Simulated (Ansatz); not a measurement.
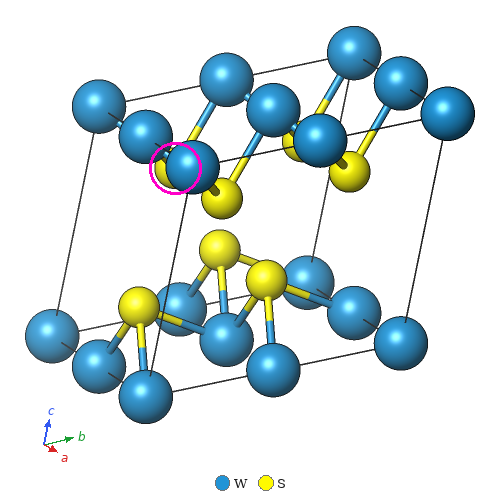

The system is WS₂ (R3m phase) with one S vacancy (11 atoms in the cell, cell charge +2); the picture shows the reference structure. 
- An atom moved over a plane that holds its own site and a neighbouring vacancy (x along [−1 0 0], y along [1 2 0], z along [0 0 −1] of the conventional cell).
- Coordinates scanned: (1) path of S5 from its site (0) to the vacancy (1), 3.146 Å; (2) shift of S5 across the path, along the Cartesian direction [1 1 0].
- Nothing is relaxed (all other atoms held at the sites of the perfect crystal).
- The scan uses a 7 × 5 grid; 17 points were computed and 10 follow by symmetry. At 8 points there is no value (left out of the scan, as a rule where atoms come close).
- Points are written as (first, second).
- Energies: eV per cell, counted from the lowest grid point.
- The lowest point has no gap; 6 points of the grid have one on the k-mesh. The cell is charged on a uniform background, without a charge correction.
- Level of theory: DFT PBE+D3(BJ), scalar-relativistic, plane waves, PAW (Ansatz). Settings: cutoff 420 eV, k-mesh 6×6×6, gaussian smearing 0.05 eV, no spin polarisation.

Range: path of S5 from its site (0) to the vacancy (1), 3.146 Å from −0.25 to 1.25; shift of S5 across the path, along the Cartesian direction [1 1 0] from −0.70 to 0.70 Å.

Predict the map.

The lowest grid point is at (0.00, 0.00 Å) [nearest 3 W at 2.41 Å]. Other grid points that lie below all their neighbours: (1.00, 0.00 Å) [nearest 3 W at 2.41 Å] (0.005 eV higher). The highest grid point, (0.50, 0.00 Å) [nearest 3 W at 1.82 Å], lies 11.3 eV above the lowest.

| second ↓, first → | −0.25 | 0.00 | 0.25 | 0.50 | 0.75 | 1.00 | 1.25 |
| --- | --- | --- | --- | --- | --- | --- | --- |
| 0.70 | 3.4 | 2.7 | – | – | – | 2.8 | 3.4 |
| 0.35 | 2.8 | 0.7 | 7.3 | – | 7.3 | 0.7 | 2.9 |
| 0.00 | 2.6 | 0.0 | 3.5 | 11.3 | 3.5 | 0.0 | 2.7 |
| −0.35 | 2.8 | 0.7 | 7.3 | – | 7.3 | 0.7 | 2.9 |
| −0.70 | 3.4 | 2.7 | – | – | – | 2.8 | 3.4 |

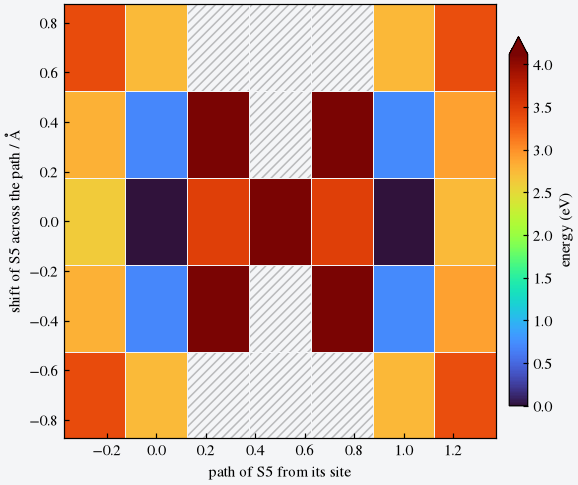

The picture shows one coloured cell a grid point, one colour for all values above the top of the scale, hatched blanks where no value was computed.

The whole map (17 points run) took 18 min on 4 threads of Arm Neoverse N1, with other jobs on the host.

PAW datasets: the set soft_1.
